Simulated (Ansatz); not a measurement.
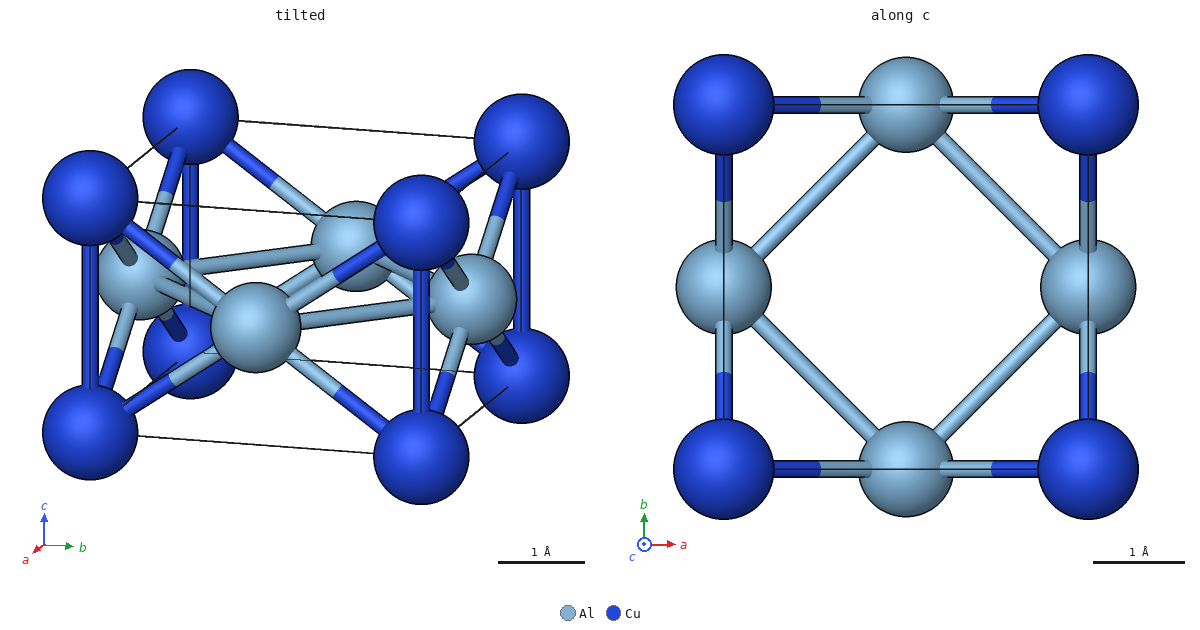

Structure drawing (ball-and-stick), viewed slightly off an axis and along the c axis. The parallelepiped is the conventional unit cell.

Describe the crystal.

The stoichiometry is Al$_{2}$Cu. The symmetry is that of P4/mmm (No. 123), on a primitive tetragonal lattice. Atoms per cell: 3 (2 Al, 1 Cu). Coordination numbers (contacts within bonding distance): Al 10 and Cu 10.

The model was built from a structure listed in the Materials Project. Atoms and cell were optimised with Ansatz, DFT LDA, scalar-relativistic, plane waves, PAW.
